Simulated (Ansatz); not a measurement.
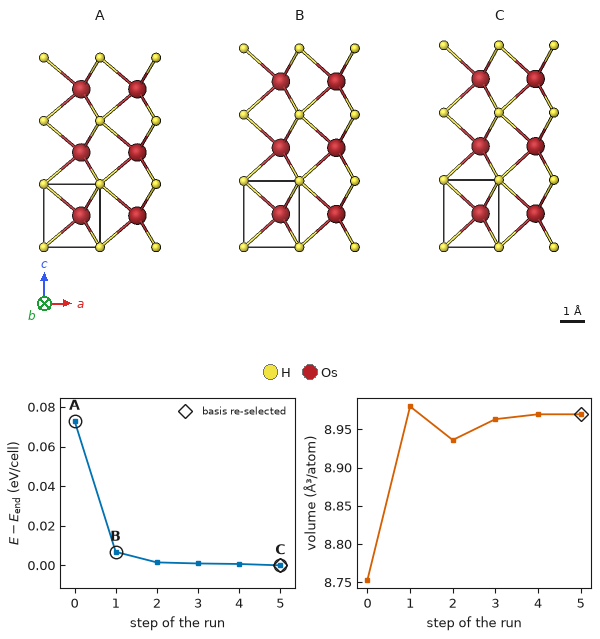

Frames of a relaxation of solid HOs (built on the tungsten carbide_187 type) (coarse preliminary run), marked on the history of the run. A ball-and-stick model of the cell of the calculation, repeated 2 × 1 × 3 with one cell outlined, seen along the b axis.

Case: tungsten carbide type (P-6m2, No. 187).

These are results of DFT PBE, scalar-relativistic, plane waves, PAW in Ansatz, not measurements. Settings: plane-wave cutoff 420 eV; k-point mesh 6 × 6 × 6; occupations gaussian; smearing width 0.1 eV; no spin polarisation; cell and atoms relaxed; force threshold 0.04 eV/Å; at most 70 steps.

### Describe the path.

After 4 accepted moves (5 points after the start) the energy has fallen by 73.0 meV per cell of the calculation. All forces vanish by symmetry, so only the cell relaxes. The pressure goes from 5.04 to 0.06 GPa. The SCF was repeated once at an unchanged geometry on a basis and grid sized afresh for the cell, which shifted the energy by 0.7 meV per cell of the calculation at most. The atoms keep their places relative to the cell (all moves are under 0.005 Å). Cell: a = b 2.747 → 2.694 Å (−1.9 %), c 2.679 → 2.853 Å (+6.5 %). Volume +2.5 %. Some distances before and after: Os–Os 2.679 → 2.853 Å, Os–Os 2.747 → 2.694 Å, H–Os 2.076 → 2.111 Å. Among the angles between lasting bonds that change: H–Os–H 80.4° → 85.0°, Os–H–Os 80.4° → 85.0°, Os–H–Os 82.8° → 79.3°. The space group stays P-6m2 (No. 187). From step 0 to 1: volume +2.6 %, energy −66.2 meV per cell of the calculation. From step 1 to 5: volume −0.1 %, energy −6.8 meV per cell of the calculation.

```tsv
step	E − E(0), meV/atom	pressure, GPa	volume, Å³/atom	note
0	0.00	5.04	8.753	
1	-33.08	-1.45	8.980	
2	-35.74	0.71	8.936	
3	-36.01	0.49	8.963	
4	-36.14	0.02	8.970	
5	-36.49	0.06	8.970	same geometry, new basis
```

Limits of the set-up: the k-point mesh is coarse for a cell with partly filled bands.
